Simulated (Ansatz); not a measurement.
## Run report: PbF2, GW calculation

The run: GW calculation of PbF2 (Fm-3m, 3 atoms in the cell). Method and program: DFT, PBE, plane waves, PAW, no spin polarisation (Ansatz 0.2.0).

The structure derives from an entry of the Crystallography Open Database. The geometry comes from this level: r2scan-rvv10. It belongs to a series of runs on one base structure; here: G0W0 settings. Figures and captions count atoms from 1; the log counts them from 0 in places.

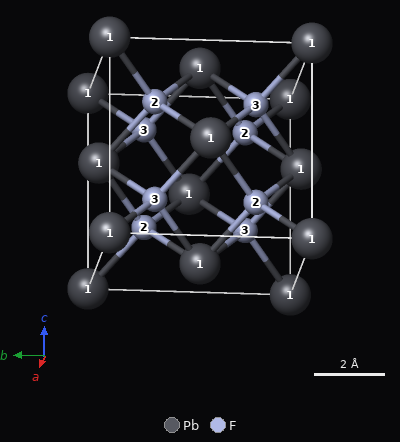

The input geometry (ball-and-stick view of the cell 4 times as large as that of the calculation, set on its symmetry axes, seen at an oblique angle; atoms are numbered from 1 in the order of the input).

Results in brief

| quantity | value |
| --- | --- |
| outcome | converged |
| space group (tolerance 0.01 Å) | Fm-3m (225) |
| electrons treated | 28 |
| free energy | −13524.6760 eV |
| Fermi energy | 5.316 eV |
| gap on the k-point mesh | 4.41 eV |
| quasiparticle gap on the mesh | 6.28 eV |
| hardware | 4 threads of an x86-64 CPU, shared host |
| wall time | 2.9 s (CPU time 8.6 s) |
| peak memory | 0.44 GiB |

Notes

Settings chosen away from the usual ones: G0W0 settings. The GW levels are not extrapolated in basis or mesh. Spin–orbit coupling is left out, which matters for Pb.

Input
```yaml
crystal:
  lattice:
    - [0.0, 2.9458082816, 2.9458082816]
    - [2.9458082816, 0.0, 2.9458082816]
    - [2.9458082816, 2.9458082816, 0.0]
  atoms:
    - { symbol: Pb, position: [0.0, 0.0, 0.0] }
    - { symbol: F, position: [0.25, 0.25, 0.25] }
    - { symbol: F, position: [0.75, 0.75, 0.75] }
kpoints:
  mp_grid: { grid: [4, 4, 4] }
hamiltonian:
  xc: pbe
scf:
  occupations: { method: fixed }
gw:
  n_empty_bands: 60
  ecut_chi: 80
  qp_bands: [v1, c1]
  qp_kpoints: band_edges
  screening: { model: godby_needs }
```

Launched with:
```bash
ansatz run input.yaml --threads 4 --pin off --max-ram 3686MiB --backend cpu --events-out ev --progress --plain --runs-dir out
```

The program's output
```
Engine: ansatz 0.2.0, x86_64-unknown-linux-gnu
Pseudopotentials: kind: paw
Pseudopotential: Pb, paw, valence charge 14, recommended cutoff 420 eV (normal), Pb.paw.azcp
Pseudopotential: F, paw, valence charge 7, recommended cutoff 420 eV (normal), F.paw.azcp
Functional definition: PBE
  parameter kappa = 0.804
  parameter beta = 0.06672455060314922
  exchange = pbe_x(kappa = kappa, mu = beta*pi^2/3)
  correlation = pbe_c(beta = beta)
Crystal: 3 atoms, lattice volume = 51.126 Å³
Basis set: ecut = 420 eV, 965 PW (Γ)
Bands: 18, of which v1, the nominal top of the filled ones, is band 14 counted from 1 (13 counted from 0)
Symmetry: 48 space group operations
Space group: Fm-3m (ITA 225), of the structure as read, at distance tolerance 3.7e-5 Å
k-points: 8 of 64
Non-local potential: Pb, projectors of the file, l = 0: 2, l = 1: 2, l = 2: 2, l = 3: 2
Non-local potential: F, projectors of the file, l = 0: 2, l = 1: 2, l = 2: 1
PAW form: soft (Blöchl's): semilocal exchange-correlation on the pseudo side does not see the compensation charge
PAW one-centre angular grid: Pb, 590 points (default); XC on 64 Gauss nodes
PAW one-centre angular grid: F, 110 points (default); XC on 64 Gauss nodes
Initial density: superposition of atomic densities (neutral atoms: chi_scale 0, normalization atom), corrected by the library's trained network
Initial wavefunctions: pseudopotential atomic-orbital guess
Functional: x = pbe(κ = 0.804, μ = 0.2195149727645171), c = pbe(β = 0.06672455060314922)
SCF iter   1: F=—  HF=-13524.677058 eV  |F-HF|=—  |Δ(HF+E_count)|=         —  Δρ=4.85e-4  dr2=5.34e-5  ethr=1.77e-3  ⟨swp⟩=4.8  Hψ=628  notcnv=0  defer=12
preconditioner: auto → none  [insulator: Δε(μ)=4.412 eV  Ē_g=17.283 eV  n_scr=14 (ndim 8)  ℏωp=27.5 eV  f_vac=0.131  ε∞_Penn≈3.5]
SCF iter   2: F=—  HF=-13524.675919 eV  |F-HF|=—  |Δ(HF+E_count)|=   1.14e-3  Δρ=4.69e-4  dr2=4.66e-5  ethr=1.91e-7  ⟨swp⟩=3.0  Hψ=391  notcnv=0  defer=11
SCF iter   3: F=—  HF=-13524.675953 eV  |F-HF|=—  |Δ(HF+E_count)|=   3.48e-5  Δρ=1.98e-4  dr2=6.01e-6  ethr=1.67e-7  ⟨swp⟩=2.5  Hψ=227  notcnv=0  defer=12
SCF iter   4: F=—  HF=-13524.675994 eV  |F-HF|=—  |Δ(HF+E_count)|=   4.10e-5  Δρ=6.14e-5  dr2=1.34e-6  ethr=2.14e-8  ⟨swp⟩=2.0  Hψ=251  notcnv=0  defer=14
SCF iter   5: F=—  HF=-13524.675994 eV  |F-HF|=—  |Δ(HF+E_count)|=   1.05e-7  Δρ=3.19e-5  dr2=2.88e-7  ethr=4.78e-9  ⟨swp⟩=2.1  Hψ=252  notcnv=0  defer=15
SCF iter   6: F=-13524.675994 eV  HF=-13524.675994 eV  |F-HF|=3.99e-9  |Δ(HF+E_count)|=   9.92e-8  Δρ=2.24e-6  dr2=1.05e-9  ethr=3.57e-10  ⟨swp⟩=7.8  Hψ=563  notcnv=0
SCF 1 converged in 6 iterations: F = -13524.675994 eV  dr2 = 1.05e-9
  greatest PAW one-centre occupation: 0.984 electrons in one spin orbital (limit 2), on the Pb atom at site 0 (counted from 0), in its partial waves of l = 2
```

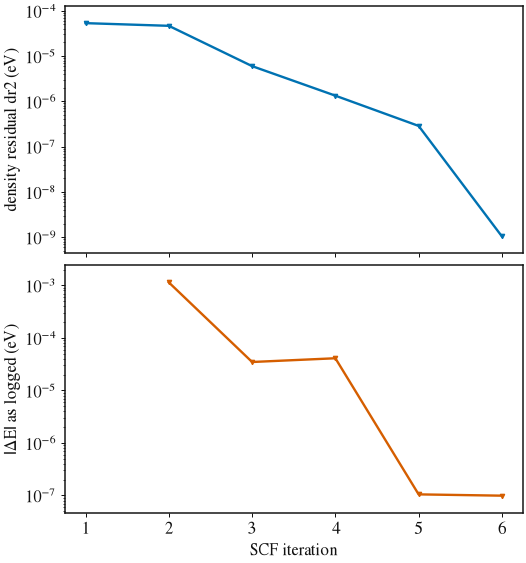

Convergence of the self-consistent field: density residual dr2 and size of the energy change against the SCF iteration. The residual falls at every step.

```
NSCF: frozen V_eff on 8 k-points
G₀W₀ screening: q 1/8
G₀W₀ screening: q 2/8 (q-point 5)
G₀W₀ screening: q 3/8 (q-point 6)
G₀W₀ screening: q 4/8 (q-point 2)
G₀W₀ screening: q 5/8 (q-point 4)
G₀W₀ screening: q 6/8 (q-point 8)
G₀W₀ screening: q 7/8 (q-point 3)
G₀W₀ screening: q 8/8 (q-point 7)
G₀W₀ self-energy: k 1/6
G₀W₀ self-energy: k 2/6
G₀W₀ self-energy: k 3/6
G₀W₀ self-energy: k 4/6
G₀W₀ self-energy: k 5/6
G₀W₀ self-energy: k 6/6
NSCF: frozen V_eff on 1 k-points
SCF converged after 6 iterations
Free energy (F): -13524.675994 eV
Harris-Foulkes:  -13524.675994 eV  (|F-HF|=3.99e-9)
Internal energy: -13524.675994 eV  (E = F + TS)
E sigma→0 (E₀):  -13524.675994 eV
Fermi energy:    5.315875 eV
--- Per-component energies (eV) ---
  E_band       = -117.185773
  E_kinetic    = 699.325169
  E_local      = -2234.304991  (includes V_loc(G=0)·N_el)
  E_nonlocal   = 497.075013
  E_hartree    = 859.004093
  E_xc         = -382.089367
  E_vxc        = -338.737795  (∫ρ·V_xc dr)
  E_paw        = -10801.766899  (= ΣΔE_a)
  E_vpaw       = -458.555863  (= ΣTr[D̂ρ^β])
  E_aug_tail   = 0.004105  (compensation charges beyond the density's cutoff)
  E_ewald      = -2161.923118
  E_smearing   = -0.000000  (= −TS)
  E_closure    = 0.000000  (closes the sum)
  Σ components = -13524.675994   (vs F -13524.675994, Δ=0.00e0)
--- Band table (eV; the first three rows and the last of 8) ---
  k-point 0: bands = ["-15.9412", "-15.2904", "-9.1545", "-9.1545", "-9.1545", "-9.0885", "-9.0885", "0.6698", "2.7121", "2.7121", "2.7121", "3.2101", "3.2101", "3.2101", "12.1073", "12.1073", "12.1073", "16.0053"]
  k-point 1: bands = ["-15.8267", "-15.3935", "-9.1367", "-9.1367", "-9.0828", "-9.0828", "-9.0385", "-0.1486", "2.3897", "2.6001", "2.6001", "3.1268", "3.1268", "4.4100", "10.8296", "12.5653", "12.5653", "18.2582"]
  k-point 2: bands = ["-15.6404", "-15.5629", "-9.1352", "-9.1352", "-9.0604", "-9.0604", "-8.9289", "-0.7002", "2.1389", "2.4920", "2.4920", "3.0442", "3.0442", "5.2689", "10.3347", "13.0392", "13.0392", "18.5592"]
  k-point 7: bands = ["-15.5917", "-15.5917", "-9.1113", "-9.0782", "-9.0591", "-8.9850", "-8.9850", "-1.1855", "1.4256", "2.4943", "2.4943", "3.5773", "3.7098", "5.3159", "11.4031", "11.4031", "12.8327", "15.4841"]
--- G₀W₀: ω_p = 27.4799 eV, 64 q-points, 60 empty bands' worth ---
  eigenvalues of the whole cell's RPA ε∞ on this k-mesh (on a slab, of 1 + 4πα/V) = 3.2203, 3.2203, 3.2203; static W/v taken at q = 0 is 0.310530
  GN-PPA: 101910/425053 pairs with Re ω̃² < 0 across q-mesh
  bands read: the sum over 74 bands ends inside a degenerate multiplet in 3 slots, whose members it reads at an even weight; the widest, k=0: bands 74 to 76 (counted from 1) at 1/3 each
  gw.qp_kpoints: band_edges: 6 of 8 stored k-points solved, in 1 pass; an edge of the gap read off the rows below is read off those points alone
    valence top: of the k-points left out ik 1 came nearest to being solved in a further pass, in band 14 (counted from 1, as in the quasiparticle table): it holds the edge there only if its correction is more favourable than any solved in that band by at least 0.895 eV; those differ by 0.178 eV
    conduction bottom: of the k-points left out ik 1 came nearest to being solved in a further pass, in band 15 (counted from 1, as in the quasiparticle table): it holds the edge there only if its correction is more favourable than any solved in that band by at least 1.023 eV; those differ by 0.365 eV
    ik  band        ε_KS         Σx   Σc(E_QP)       V_xc       Z   E_QP_lin       E_QP  E_QP is
     2    14      5.2689   -28.5308     4.2792   -23.3583  0.7968     4.3714     4.3756  root
     2    15     10.3347   -11.1806    -2.6294   -14.8250  0.8455    11.3537    11.3497  root
     3    14      4.3021   -27.5073     4.4404   -21.9957  0.7953     3.2225     3.2308  root
     3    15     10.3756    -7.6269    -3.2678   -11.7791  0.8629    11.2633    11.2600  root
     4    14      5.1860   -27.6044     3.9847   -22.6975  0.8019     4.2587     4.2638  root
     4    15     10.4963    -9.8952    -2.9517   -13.8782  0.8520    11.5319    11.5277  root
     5    14      5.0566   -28.0485     4.2176   -22.8942  0.7988     4.1136     4.1198  root
     5    15     10.8137   -10.1992    -2.8990   -14.1307  0.8493    11.8503    11.8462  root
     6    14      5.1675   -26.4708     3.6066   -21.9096  0.8084     4.2070     4.2129  root
     6    15      9.7304    -8.4215    -3.1961   -12.5783  0.8608    10.6949    10.6912  root
     7    14      5.3159   -27.1752     3.7511   -22.5199  0.8046     4.4075     4.4117  root
     7    15     11.4031   -10.5837    -3.0864   -14.9195  0.8478    12.6593    12.6525  root
```

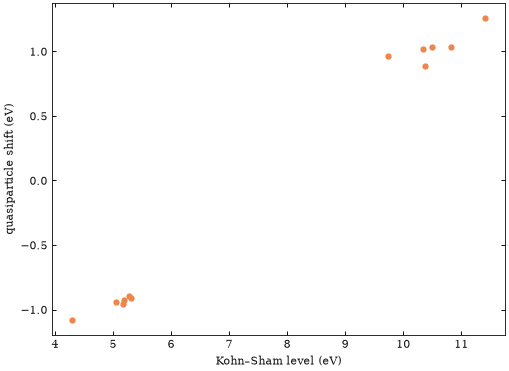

Quasiparticle corrections (linearised) against the Kohn–Sham levels, for the bands and k-points computed. On this mesh the gap goes from 4.41 to 6.28 eV.

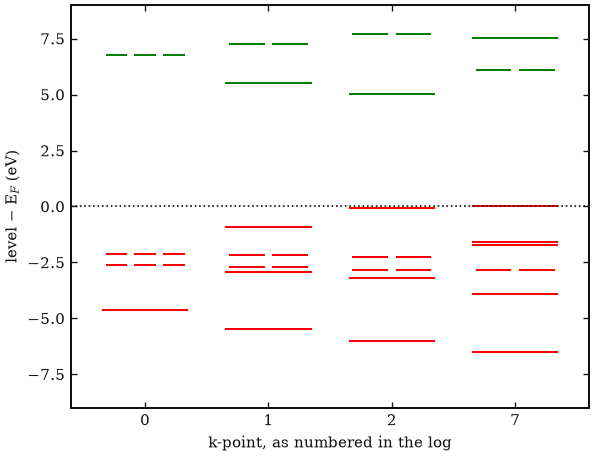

Kohn–Sham levels near the Fermi level (dotted) at the few k-points that the log prints; levels within 0.02 eV of each other stand side by side. Among these points the highest filled and lowest empty levels are 5.02 eV apart; the gap on the full mesh, 4.41 eV, has an edge at a point that isn't printed.
